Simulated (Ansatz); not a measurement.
Geometry relaxation, with input and output: C

- system: C (slab, 8 atoms in the cell)
- method: DFT PBE+D3(BJ), scalar-relativistic, plane waves, PAW, no spin polarisation (Ansatz 0.2.0)

The structure derives from a Materials Project entry. The input holds or restrains some coordinates. Forces given for the steps count only the free coordinates. It belongs to a series of runs on one base structure; here: clean slab, lower half held.

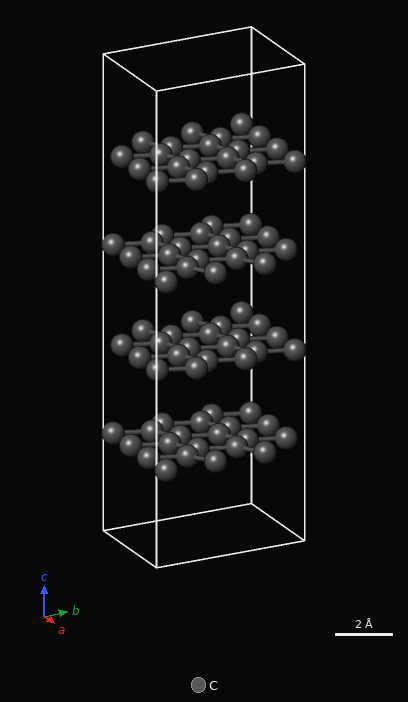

Figure 1. The structure as given in the input (ball-and-stick view of the 3 × 3 repeat of the cell, with the vacuum cut short, seen slightly off an axis). An atom can appear more than once, as a periodic image.

**Input**
```yaml
crystal:
  lattice:
    - [2.4655379958, 0.0, 0.0]
    - [-1.2327689979, 2.1341461202, 0.0]
    - [0.0, 0.0, 27.1985170553]
  atoms:
    - { symbol: C, position: [0.0833101793, 0.1666203587, 0.3125170384] }
    - { symbol: C, position: [0.4166898207, 0.8333796413, 0.3125170384] }
    - { symbol: C, position: [0.5833101793, 0.1666203587, 0.4375066911] }
    - { symbol: C, position: [0.9166898207, 0.8333796413, 0.4375066911] }
    - { symbol: C, position: [0.0833101793, 0.1666203587, 0.5624933089] }
    - { symbol: C, position: [0.4166898207, 0.8333796413, 0.5624933089] }
    - { symbol: C, position: [0.5833101793, 0.1666203587, 0.6874829616] }
    - { symbol: C, position: [0.9166898207, 0.8333796413, 0.6874829616] }
basis:
  ecutwfc: 420
kpoints:
  mp_grid: { grid: [12, 12, 1] }
hamiltonian:
  xc: pbe
  dispersion: d3bj
scf:
  occupations: { method: gaussian, width: 0.1 }
output:
  forces: true
  eigenvalues: true
  write_density: true
  write_potential: true
  elf: true
  volumetric_format: npy
relax:
  adjacent_minimum: "off"
  f_tol: 0.03
  max_steps: 70
  constraints: [{ sites: [0, 1, 2, 3] }]
efield:
  axis: 3
  dipole_correction: true
  ramp_width: 0.04
```

Machine: 2 threads of Intel Xeon @ 2.50GHz (Skylake/Cascade Lake), 189 GiB of memory available, shared host.

Command:
```bash
ansatz run input.yaml --threads 2 --pin off --max-ram 5120MiB --backend cpu --events-out ev --progress --plain --runs-dir out
```

**The program's output**
```
Engine: ansatz 0.2.0, x86_64-unknown-linux-gnu
Pseudopotentials: kind: paw
Pseudopotential: C, paw, valence charge 4, recommended cutoff 420 eV (normal), C.paw.azcp
Functional definition: PBE
  parameter kappa = 0.804
  parameter beta = 0.06672455060314922
  exchange = pbe_x(kappa = kappa, mu = beta*pi^2/3)
  correlation = pbe_c(beta = beta)
Crystal: 8 atoms, lattice volume = 143.114 Å³
Basis set: ecut = 420 eV, 2689 PW (Γ), exchange–correlation on 36×36×384 points (8 copies of the dense FFT grid, shifted against one another)
Bands: 24, of which v1, the nominal top of the filled ones, is band 16 counted from 1 (15 counted from 0)
Symmetry: 4 space group operations
k-points: 43 of 144
Non-local potential: C, projectors of the file, l = 0: 2, l = 1: 2, l = 2: 1
PAW form: soft (Blöchl's): semilocal exchange-correlation on the pseudo side does not see the compensation charge
PAW one-centre angular grid: C, 110 points (default); XC on 64 Gauss nodes
Initial density: superposition of atomic densities (neutral atoms: chi_scale 0, normalization atom), corrected by the library's trained network
Initial wavefunctions: pseudopotential atomic-orbital guess
Functional: x = pbe(κ = 0.804, μ = 0.2195149727645171), c = pbe(β = 0.06672455060314922)
SCF iter   1: F=—  HF=-2008.540944 eV  |F-HF|=—  |Δ(HF+E_count)|=         —  Δρ=2.12e-3  dr2=6.36e-3  ethr=1.77e-3  p=0.000 e·Å  D=4.24e-14 V/Å  ΔV_dip=-0.00 eV  dr2_dipole=2.40e-10  V_vac-E_F(+/−)=4.48/4.48 eV  ⟨swp⟩=7.9  Hψ=5707  notcnv=0
efield: sawtooth ramp at fractional position 0.9800 (placed from the atoms, in the widest stretch of the axis that holds none; the zero of the levels goes with the place), width 0.0400; the density the first Hamiltonian is built on has a dipole p = 0.000 e·Å; the dipole correction subtracts the counter field D = 4.24e-14 V/Å, which shifts the + side's vacuum level by -0.00 eV against the − side's; the planar-averaged density in the ramp window peaks in size at 1.6e-5 e/Å³
preconditioner: auto → LDOS  [insulator: Δε(μ)=0.129 eV  Ē_g=15.215 eV  σ=0.100 eV  W_gap=0.64  n_scr=18 (ndim 8)  ℏωp=17.6 eV  f_vac=0.498  D(μ)=0.24/eV (n_scr^D=4)  ε∞_Penn≈2.3  β→1.0]
SCF iter   2: F=—  HF=-2008.543225 eV  |F-HF|=—  |Δ(HF+E_count)|=   2.28e-3  Δρ=7.86e-4  dr2=2.70e-3  ethr=1.99e-5  p=-0.000 e·Å  D=-2.34e-6 V/Å  ΔV_dip=0.00 eV  dr2_dipole=6.18e-9  V_vac-E_F(+/−)=4.20/4.20 eV  ⟨swp⟩=2.4  Hψ=2205  notcnv=0  defer=93
SCF iter   3: F=—  HF=-2008.542588 eV  |F-HF|=—  |Δ(HF+E_count)|=   6.37e-4  Δρ=3.70e-4  dr2=8.45e-4  ethr=8.43e-6  p=-0.000 e·Å  D=-6.61e-6 V/Å  ΔV_dip=0.00 eV  dr2_dipole=4.68e-9  V_vac-E_F(+/−)=4.30/4.30 eV  ⟨swp⟩=2.5  Hψ=1765  notcnv=0  defer=88
SCF iter   4: F=—  HF=-2008.542391 eV  |F-HF|=—  |Δ(HF+E_count)|=   1.97e-4  Δρ=9.81e-5  dr2=3.31e-5  ethr=2.64e-6  p=-0.000 e·Å  D=-1.08e-6 V/Å  ΔV_dip=0.00 eV  dr2_dipole=4.92e-10  V_vac-E_F(+/−)=4.28/4.28 eV  ⟨swp⟩=2.2  Hψ=1207  notcnv=0  defer=88
iter 5 did not close the SCF: its close was put off for the readings that it lacked (scf_convergence_deferred on its scf_iter line)
SCF iter   5: F=-2008.542400 eV  HF=-2008.542401 eV  |F-HF|=1.24e-6  |Δ(HF+E_count)|=   1.03e-5  Δρ=1.43e-5  dr2=1.76e-6  ethr=1.04e-7  p=-0.000 e·Å  D=-1.03e-6 V/Å  ΔV_dip=0.00 eV  dr2_dipole=4.82e-12  V_vac-E_F(+/−)=4.28/4.28 eV  ⟨swp⟩=2.1  Hψ=1411  notcnv=0  defer=91
SCF iter   6: F=-2008.542401 eV  HF=-2008.542401 eV  |F-HF|=7.20e-8  |Δ(HF+E_count)|=   1.90e-8  Δρ=4.38e-6  dr2=2.95e-8  ethr=5.51e-9  p=0.000 e·Å  D=5.12e-8 V/Å  ΔV_dip=-0.00 eV  dr2_dipole=1.45e-12  V_vac-E_F(+/−)=4.28/4.28 eV  ⟨swp⟩=17.6  Hψ=9526  notcnv=0
SCF 1 converged in 6 iterations: F = -2008.542401 eV  dr2 = 2.95e-8
  greatest PAW one-centre occupation: 0.673 electrons in one spin orbital (limit 2), on the C atom at site 3 (counted from 0), in its partial waves of l = 0
relax step   1: F+E_penalty+E_count = -2008.54240098 eV  Δ(F+E_penalty+E_count) = +0.000e0 eV  max|allowed force component| = 1.649e-3 eV/Å  Δτ_max = 0.0000 Å  (6 SCF iters, dr2 threshold 2.25e-5 eV, accepted)
Initial density: handed on by an earlier stage of this run
Initial wavefunctions: those handed on with the density
iter 1 solved again at ethr=9.02e-11 eV; its pass at ethr=3.10e-3 eV (dr2=2.89e-8 eV) is discarded
SCF iter   1: F=—  HF=-2008.542357 eV  |F-HF|=—  |Δ(HF+E_count)|=         —  Δρ=4.47e-6  dr2=2.92e-8  ethr=9.02e-11  p=0.000 e·Å  D=5.12e-8 V/Å  ΔV_dip=-0.00 eV  dr2_dipole=1.45e-12  V_vac-E_F(+/−)=4.28/4.28 eV  ⟨swp⟩=1.0  Hψ=3096  notcnv=0
efield: sawtooth ramp at fractional position 0.9800 (handed on by an earlier solve), width 0.0400; the density the first Hamiltonian is built on has a dipole p = 0.000 e·Å; the dipole correction subtracts the counter field D = 5.12e-8 V/Å, which shifts the + side's vacuum level by -0.00 eV against the − side's; the planar-averaged density in the ramp window peaks in size at 8.3e-8 e/Å³
preconditioner: auto → LDOS  [insulator: Δε(μ)=0.129 eV  Ē_g=15.191 eV  σ=0.100 eV  W_gap=0.64  n_scr=18 (ndim 8)  ℏωp=17.6 eV  f_vac=0.497  D(μ)=0.24/eV (n_scr^D=4)  ε∞_Penn≈2.3  β→1.0]
iter 2 did not close the SCF: its close was put off until two iterations running show no level that it waits for move by more than its bar (scf_convergence_deferred on its scf_iter line)
SCF iter   2: F=-2008.542401 eV  HF=-2008.542401 eV  |F-HF|=8.44e-9  |Δ(HF+E_count)|=   4.38e-5  Δρ=1.72e-6  dr2=1.57e-8  ethr=9.02e-11  p=-0.000 e·Å  D=-6.78e-8 V/Å  ΔV_dip=0.00 eV  dr2_dipole=2.20e-12  V_vac-E_F(+/−)=4.28/4.28 eV  ⟨swp⟩=13.2  Hψ=7665  notcnv=0
iter 3 did not close the SCF: its close was put off until two iterations running show no level that it waits for move by more than its bar (scf_convergence_deferred on its scf_iter line)
SCF iter   3: F=-2008.542401 eV  HF=-2008.542401 eV  |F-HF|=2.40e-9  |Δ(HF+E_count)|=   2.92e-9  Δρ=5.66e-7  dr2=3.33e-9  ethr=4.91e-11  p=0.000 e·Å  D=6.40e-8 V/Å  ΔV_dip=-0.00 eV  dr2_dipole=3.71e-13  V_vac-E_F(+/−)=4.28/4.28 eV  ⟨swp⟩=7.2  Hψ=6296  notcnv=0
SCF iter   4: F=-2008.542401 eV  HF=-2008.542401 eV  |F-HF|=1.48e-10  |Δ(HF+E_count)|=  4.05e-11  Δρ=1.49e-7  dr2=4.42e-11  ethr=1.04e-11  p=-0.000 e·Å  D=-6.20e-9 V/Å  ΔV_dip=0.00 eV  dr2_dipole=3.99e-15  V_vac-E_F(+/−)=4.28/4.28 eV  ⟨swp⟩=6.4  Hψ=5562  notcnv=0
SCF 2 converged in 4 iterations: F = -2008.542401 eV  dr2 = 4.42e-11
relax step   2: F+E_penalty+E_count = -2008.54240099 eV  Δ(F+E_penalty+E_count) = -9.871e-9 eV  max|allowed force component| = 1.694e-3 eV/Å  Δτ_max = 0.0000 Å  (4 SCF iters, accepted)
```

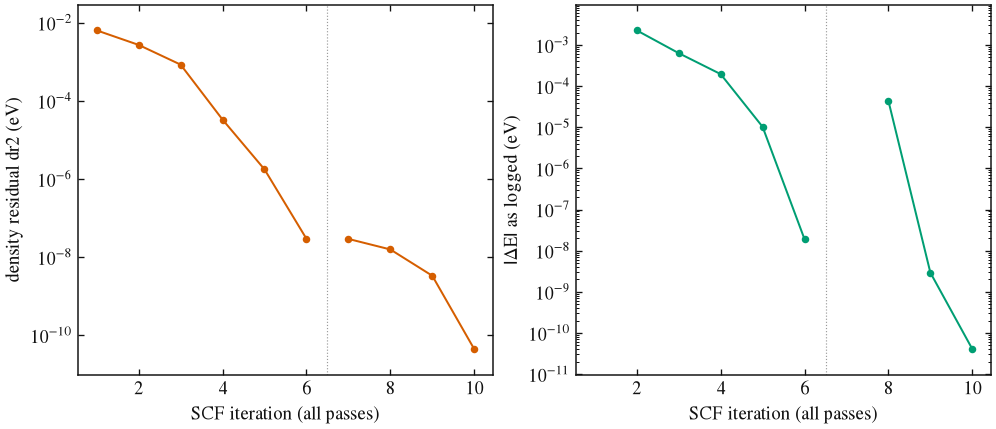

Figure 2. Convergence of the self-consistent field: density residual dr2 and size of the energy change against the SCF iteration. The dotted lines part the SCF passes of the relaxation: geometry steps, rejected trials and re-solves on a re-selected basis. The passes take 6 and 4 iterations.

```
WARN: The output density's exchange-correlation potential varies sharply where the density is thin. Do not read a vacuum level from v_tot or v_xc, or from such a field of the output density. On a cell that repeats whose density bears no net charge and no dipole along the vacuum's axis use v_es (v_loc + v_h of the components); under efield.dipole_correction with no amplitude use v_es + v_field, which holds any external_charges[].barrier, or the levels of the report's work_function block, which leave it out; under a non-zero efield.amplitude the vacuum is tilted and has no level; on a cell that repeats and bears such a dipole with no correction it is tilted too, and efield.dipole_correction with no amplitude gives each side of its ramp a level where efield: is served; in a cell that repeats whose density bears a net charge (total_charge, or a fill off its count) it is curved and has none; of a slab under crystal.periodic whose density bears no net charge use v_es, which has a level on each side, short of where the two are joined; of another it falls or rises all the way out and has none; of a slab beside external_charges read slab_vacuum_level instead, which it has where they leave it neutral. The grid or the basis barely resolves most such structure, and the values can differ between equally converged runs; as a rule a tighter scf.convergence.dr2_threshold does not remove it. Where the density itself ripples (under the LDA too) a higher basis.ecutwfc lessens it. The files hold the spikes' plane waves up to the density's cutoff. Files: v_tot_of_output_density and the like, and their columns of v_z.tsv (output.write_potential); v_xc_of_output_density and the like, and their columns of v_comp_z.tsv (output.write_potential_components). Measured: with its Gaussian average of σ = 0.25 Å subtracted twice, the exchange-correlation potential is over 0.1 eV at 4 of the grid points where the equally averaged density (valence and model cores) is under 1e-3 e/Å³, and 0.106 eV at the most among them, at an averaged density of 4.4e-8 e/Å³. See output.write_potential in the manual, Limitations
SCF converged after 4 iterations
Free energy (F): -2008.542401 eV
Harris-Foulkes:  -2008.542401 eV  (|F-HF|=1.48e-10)
Internal energy: -2008.541223 eV  (E = F + TS)
E sigma→0 (E₀):  -2008.541812 eV
Entropy (-TS):   -0.001178 eV (-0.147 meV/atom)
Fermi energy:    1.284638 eV
Dipole field:    D = -0.000000 V/Å  (p = -0.000000 e·Å, saw-weighted, corrected)
Work function:   Φ+ = 4.2764 eV   Φ− = 4.2764 eV
Levels:          The Fermi level and band energies are counted from a zero that moves with the ramp; work functions are not
--- Per-component energies (eV) ---
  E_band       = -251.185970
  E_kinetic    = 727.372632
  E_local      = -22276.813637  (includes V_loc(G=0)·N_el)
  E_nonlocal   = 218.432057
  E_hartree    = 10804.876523
  E_xc         = -384.042250
  E_vxc        = -475.490390  (∫ρ·V_xc dr)
  E_paw        = -794.761153  (= ΣΔE_a)
  E_vpaw       = -54.439322  (= ΣTr[D̂ρ^β])
  E_aug_tail   = 0.000062  (compensation charges beyond the density's cutoff)
  E_efield     = 0.000000  (sawtooth field / dipole correction)
  E_vefield    = 0.000000  (∫n·V_field dr)
  E_ewald      = 9697.482224
  E_disp       = -1.087681  (pairwise vdW)
  E_smearing   = -0.001178  (= −TS)
  E_closure    = -0.000000  (closes the sum)
  Σ components = -2008.542401   (vs F -2008.542401, Δ=0.00e0)
--- Forces (eV/Å), atoms counted from 1 ---
  atom   1  C      0.00000000     0.00106745     0.00149490
  atom   2  C      0.00000000    -0.00106745     0.00149490
  atom   3  C      0.00000000     0.00111451    -0.00169426
  atom   4  C      0.00000000    -0.00111451    -0.00169426
  atom   5  C      0.00000000     0.00111439     0.00169417
  atom   6  C      0.00000000    -0.00111439     0.00169417
  atom   7  C      0.00000000     0.00106755    -0.00149508
  atom   8  C      0.00000000    -0.00106755    -0.00149508
  max |Σ_I F_I| component: 5.36e-7 eV/Å
--- Band table (eV; the first three rows and the last of 43) ---
  k-point 0: bands = ["-18.3370", "-18.2732", "-18.1893", "-18.1176", "-7.0322", "-6.6164", "-6.0559", "-5.5528", "-1.7531", "-1.7492", "-1.7396", "-1.7393", "-1.7373", "-1.7311", "-1.7258", "-1.7252", "4.8037", "4.9087", "5.7682", "6.3915", "6.6718", "8.0931", "8.1534", "9.6045"]
  k-point 1: bands = ["-18.1718", "-18.1087", "-18.0256", "-17.9546", "-6.8322", "-6.4186", "-5.8615", "-5.3618", "-2.3952", "-2.3927", "-2.3828", "-2.3732", "-2.0939", "-2.0892", "-2.0767", "-2.0640", "5.0244", "5.1307", "5.9903", "6.5992", "6.8927", "8.2897", "8.3697", "9.6896"]
  k-point 2: bands = ["-17.6779", "-17.6168", "-17.5362", "-17.4672", "-6.2365", "-5.8301", "-5.2838", "-4.7948", "-4.0459", "-4.0365", "-4.0192", "-4.0026", "-2.8912", "-2.8854", "-2.8718", "-2.8580", "5.6860", "5.7959", "6.6549", "7.2232", "7.5537", "8.8654", "9.0077", "9.5769"]
  k-point 42: bands = ["-14.0246", "-13.9792", "-13.9185", "-13.8659", "-9.2874", "-9.2574", "-9.2152", "-9.1774", "-7.7032", "-7.6827", "-7.6524", "-7.6244", "-1.9619", "-1.6535", "-1.2532", "-0.9115", "3.6798", "3.9396", "4.2778", "4.5670", "10.6403", "10.7107", "11.2244", "11.9045"]
--- Relaxed structure (2 steps of the walk, 2 accepted, 0 SCFs on fresh bases) ---
  F+E_penalty+E_count = -2008.54240099 eV   max|allowed force component| = 1.694e-3 eV/Å
  atoms:
    - { symbol: C, position: [0.08331017934999999, 0.16662035869999997, 0.3125170384] }
    - { symbol: C, position: [0.41668982064999993, 0.8333796412999999, 0.3125170384] }
    - { symbol: C, position: [0.58331017935, 0.16662035869999997, 0.43750669109999996] }
    - { symbol: C, position: [0.9166898206499998, 0.8333796412999999, 0.43750669109999996] }
    - { symbol: C, position: [0.08331017934999999, 0.16662035869999997, 0.5624933088999999] }
    - { symbol: C, position: [0.41668982064999993, 0.8333796412999999, 0.5624933088999999] }
    - { symbol: C, position: [0.58331017935, 0.16662035869999997, 0.6874829615999999] }
    - { symbol: C, position: [0.9166898206499998, 0.8333796412999999, 0.6874829615999999] }
```

**Trajectory as extended XYZ (Å, eV, eV/Å), 2 frames, from step=1 to step=2**
```
8
Lattice="2.4655 0.0000 0.0000 -1.2328 2.1341 0.0000 0.0000 0.0000 27.1985" Properties=species:S:1:pos:R:3:forces:R:3 step=1 energy=-2008.54240
C     0.0000    0.3556    8.5000    0.0000   0.0011   0.0015
C     0.0000    1.7786    8.5000    0.0000  -0.0011   0.0015
C     1.2328    0.3556   11.8995    0.0000   0.0011  -0.0016
C     1.2328    1.7786   11.8995    0.0000  -0.0011  -0.0016
C     0.0000    0.3556   15.2990    0.0000   0.0011   0.0016
C     0.0000    1.7786   15.2990    0.0000  -0.0011   0.0016
C     1.2328    0.3556   18.6985    0.0000   0.0011  -0.0015
C     1.2328    1.7786   18.6985    0.0000  -0.0011  -0.0015
8
Lattice="2.4655 0.0000 0.0000 -1.2328 2.1341 0.0000 0.0000 0.0000 27.1985" Properties=species:S:1:pos:R:3:forces:R:3 step=2 energy=-2008.54240
C     0.0000    0.3556    8.5000    0.0000   0.0011   0.0015
C     0.0000    1.7786    8.5000    0.0000  -0.0011   0.0015
C     1.2328    0.3556   11.8995    0.0000   0.0011  -0.0017
C     1.2328    1.7786   11.8995    0.0000  -0.0011  -0.0017
C     0.0000    0.3556   15.2990    0.0000   0.0011   0.0017
C     0.0000    1.7786   15.2990    0.0000  -0.0011   0.0017
C     1.2328    0.3556   18.6985    0.0000   0.0011  -0.0015
C     1.2328    1.7786   18.6985    0.0000  -0.0011  -0.0015
```

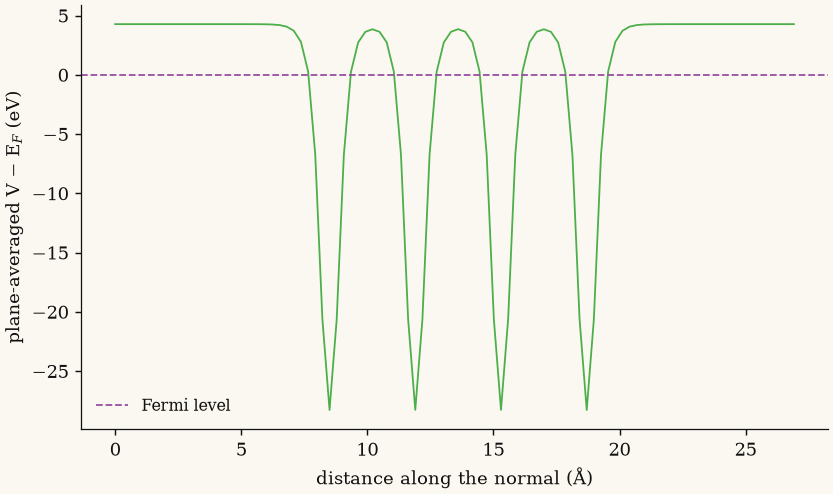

Figure 3. Plane average of the electrostatic potential energy of an electron across the cell, from the Fermi level. The vacuum level lies 4.28 eV above the Fermi level.

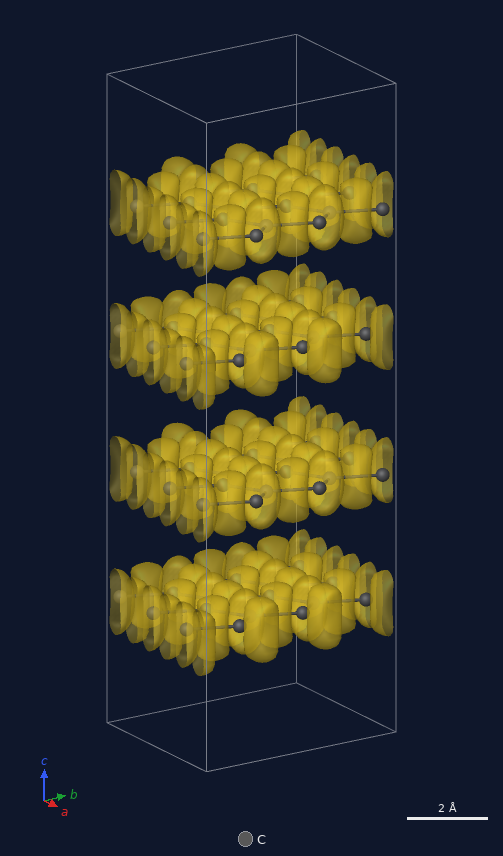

Figure 4. Isosurface of the ELF at 0.7 (yellow), seen slightly off an axis. Core shells and regions of very low density are left out. Sticks mark near contacts. The ELF exceeds this value in twelve regions between bonded C–C atoms (shared pairs), counted in one cell of 8 atoms.  Values along the shortest contacts: The fields are those of the smooth PAW valence density.

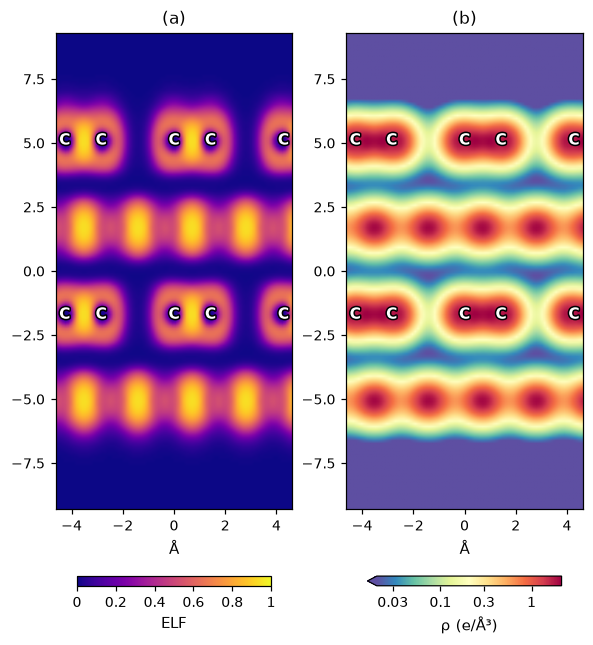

Figure 5. (a) electron localisation function; (b) valence charge density (pseudo) on the (110) plane of the calculation cell, a cut from vacuum to vacuum. Atoms in the plane: C. The density dies away to nearly zero in the vacuum.

**Summary**

| quantity | value |
| --- | --- |
| outcome | converged under the restraints of the input |
| electrons treated | 32 |
| free energy | −2008.5424 eV |
| work function, top face | 4.28 eV |
| work function, bottom face | 4.28 eV |
| Fermi energy | 1.285 eV |
| gap on the k-point mesh | 0.13 eV |
| final volume | 143.11 Å³ |
| work function (upper face) | 4.28 eV |
| largest force (length of the vector) at the end, held atoms and coordinates included | 0.002 eV/Å |
| wall time | 29 s (CPU time 56 s) |
| peak memory | 0.46 GiB |

**Remarks**

The program warns: the exchange-correlation potential is rough where the density is thin.
